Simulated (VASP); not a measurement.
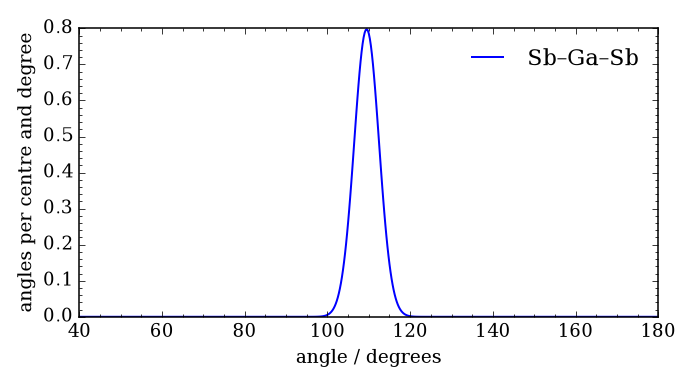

Bond-angle distributions computed from the structure of GaSb; each angle is a Gaussian of σ = 3.0°. Bonds counted: Ga–Sb up to 3.18 Å. Basis of the simulation: coordinates from a relaxation with VASP Kohn-Sham DFT of a periodic cell, PW91, VASP PAW PBE potentials, recommended in VASP 6.6.1.

**Give the groups of angles for each curve.**

Sb–Ga–Sb: 109° (6 per centre)

**What coordination geometry do the angles point to, counting the bonds named above alone?**

Ga has 4 Sb neighbours in a tetrahedral arrangement.

The structure has space group F-43m (No. 216); other forms of this composition would give other results.
